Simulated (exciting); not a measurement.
**A series of single points on Sr**

System: Sr (Im-3m, 1 atom in the cell).
Method: Kohn-Sham DFT of a periodic cell, PBE, all-electron LAPW+lo, shipped species files, no spin polarisation (exciting sodium).

The 7 runs differ only in the geometry, by an even scaling of the cell at fixed fractional positions. The structure derives from an entry of the Crystallography Open Database.

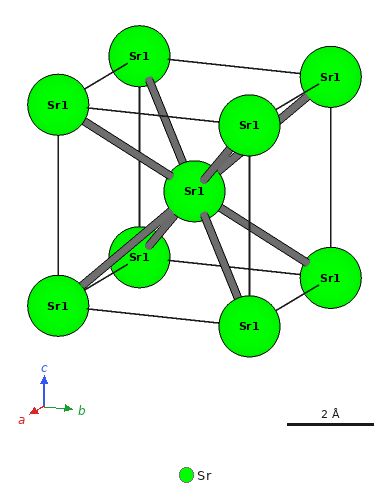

Figure 1. The structure of run 4 (ball-and-stick view of the cell 2 times as large as that of the calculation, set on its symmetry axes, seen slightly off an axis; atoms are numbered from 1 in the order of the input).

**Input of run 4**
```
<input>
  <title>Sr</title>
  <structure speciespath="./" tshift="false">
    <crystal scale="1">
      <basevect>-4.601483113464 4.601483113464 4.601483113464</basevect>
      <basevect>4.601483113464 -4.601483113464 4.601483113464</basevect>
      <basevect>4.601483113464 4.601483113464 -4.601483113464</basevect>
    </crystal>
    <species speciesfile="Sr.xml" rmt="2.3">
      <atom coord="0.000000000000 0.000000000000 0.000000000000"/>
    </species>
  </structure>
  <groundstate do="fromscratch" ngridk="8 8 8" rgkmax="9" gmaxvr="14" lmaxapw="10" lmaxmat="10" lmaxvr="8" xctype="GGA_PBE" stype="Fermi Dirac" swidth="0.00183747" nempty="8" ValenceRelativity="iora*" epsengy="1e-05" epspot="1e-05" maxscl="60" tforce="true" outputlevel="normal"/>
  <properties>
    <chargedensityplot>
      <plot3d>
        <box grid="22 22 22">
          <origin coord="0 0 0"/>
          <point coord="1 0 0"/>
          <point coord="0 1 0"/>
          <point coord="0 0 1"/>
        </box>
      </plot3d>
    </chargedensityplot>
    <elfplot>
      <plot3d>
        <box grid="22 22 22">
          <origin coord="0 0 0"/>
          <point coord="1 0 0"/>
          <point coord="0 1 0"/>
          <point coord="0 0 1"/>
        </box>
      </plot3d>
    </elfplot>
    <exccplot>
      <plot3d>
        <box grid="22 22 22">
          <origin coord="0 0 0"/>
          <point coord="1 0 0"/>
          <point coord="0 1 0"/>
          <point coord="0 0 1"/>
        </box>
      </plot3d>
    </exccplot>
  </properties>
</input>
```

Command:
```bash
OMP_NUM_THREADS=1 exciting_smp
```

Run 6 has the same physical settings and fractional positions; its lattice vectors (Å) are:
```
  -2.467043    2.467043    2.467043
   2.467043   -2.467043    2.467043
   2.467043    2.467043   -2.467043
```

**Results, with one run withheld**

| run | volume per atom (Å³) | free energy per atom, from the lowest run given (meV) |
| --- | --- | --- |
| 1 | 54.286 | 0.00 |
| 2 | 55.441 | 1.35 |
| 3 | 56.596 | 4.27 |
| 4 | 57.751 | 8.55 |
| 5 | 58.906 | 14.21 |
| 6 | 60.061 | ? |
| 7 | 61.216 | 28.88 |

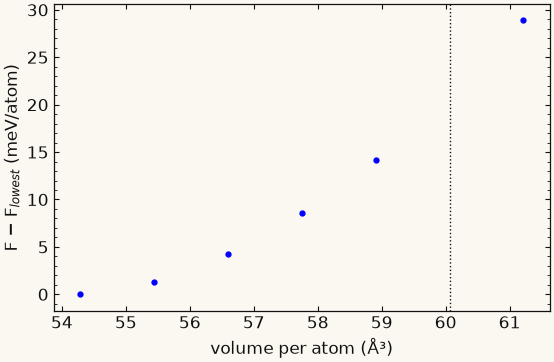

Figure 2. Free energy per atom of the runs given; the dotted line marks run 6.

Estimate the energy of run 6 from the others.

A cubic polynomial in V^(−2/3) (the Birch–Murnaghan form), fitted to the 6 runs given, misses them by at most 0.03 meV per atom. With x = V^(−2/3) − 0.06729 Å⁻², it reads F = 6.6871 − 4934.1 x + 9.1258e+05 x² − 4.7672e+06 x³ (meV per atom). At run 6 it gives 21.00 meV per atom, and the run itself gives 21.02. The fit has no minimum inside this range.

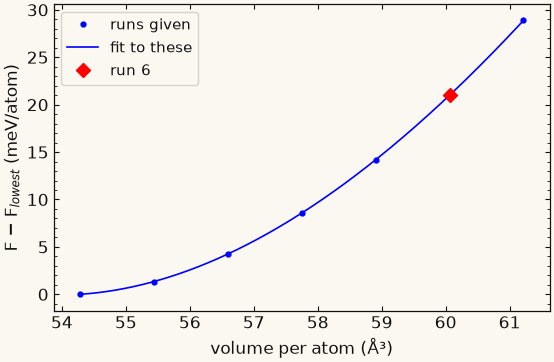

Figure 3. The fit and the withheld run.

**Some lines of the output (run 6)**
```
[...]
 DOS at Fermi energy (states/Ha/cell)       :        34.88321696
 Absolute change in total energy   (target) :  0.256160E-03  ( 0.100000E-04)
 Total energy                               :     -3179.85075325
 Fermi energy                               :         0.12351336
 DOS at Fermi energy (states/Ha/cell)       :        34.88321647
 Absolute change in total energy   (target) :  0.690035E-04  ( 0.100000E-04)
 Total energy                               :     -3179.85075102
 DOS at Fermi energy (states/Ha/cell)       :        34.88321258
 Absolute change in total energy   (target) :  0.223702E-05  ( 0.100000E-04)
 Total energy                               :     -3179.85075114
 DOS at Fermi energy (states/Ha/cell)       :        34.88321395
 Absolute change in total energy   (target) :  0.124009E-06  ( 0.100000E-04)
 Total energy                               :     -3179.85075112
 DOS at Fermi energy (states/Ha/cell)       :        34.88321407
```
